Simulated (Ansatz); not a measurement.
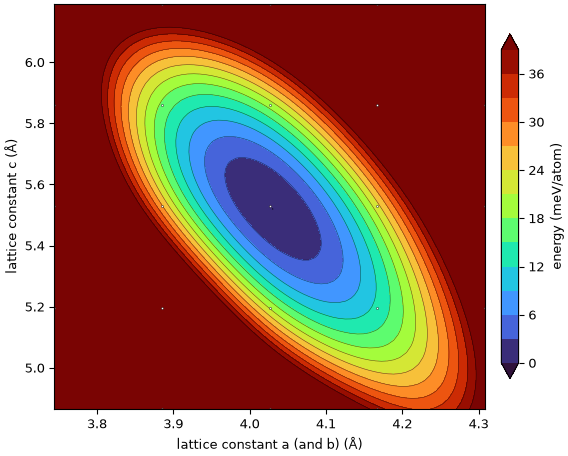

ZnSe (P4/nmm, No. 129; 4 atoms in the cell). The energy is mapped over the lattice constants a and c of the conventional cell. First axis: lattice constant a (and b). Second axis: lattice constant c. Nothing is relaxed (fractional coordinates fixed). The grid has 5 × 5 points. Energies: meV/atom, counted from the lowest grid point. Level of theory: DFT PBEsol, scalar-relativistic, plane waves, PAW in Ansatz 0.2.0. Settings: cutoff 520 eV, k-mesh 8×8×6 in the order of the run's cell vectors, gaussian smearing 0.05 eV, no spin polarisation.

In the figure: filled contours, dots at the grid points, one colour for all values above the top of the scale. Between grid points the surface is interpolated.

Estimate the position of the minimum and the force constants in these coordinates.

The interpolated minimum is at lattice constant a (and b) ≈ 4.026 Å, lattice constant c ≈ 5.529 Å. The curvatures there are about 10 eV/Å² and 1.5 eV/Å², with a cross term of about 2.6 eV/Å² (per cell of 4 atoms). Round the minimum the valley is strongly tilted: raising lattice constant a (and b) shifts the best value of lattice constant c downwards (coupling k₁₂/√(k₁₁k₂₂) about 0.7).

PAW datasets: the set soft_1.
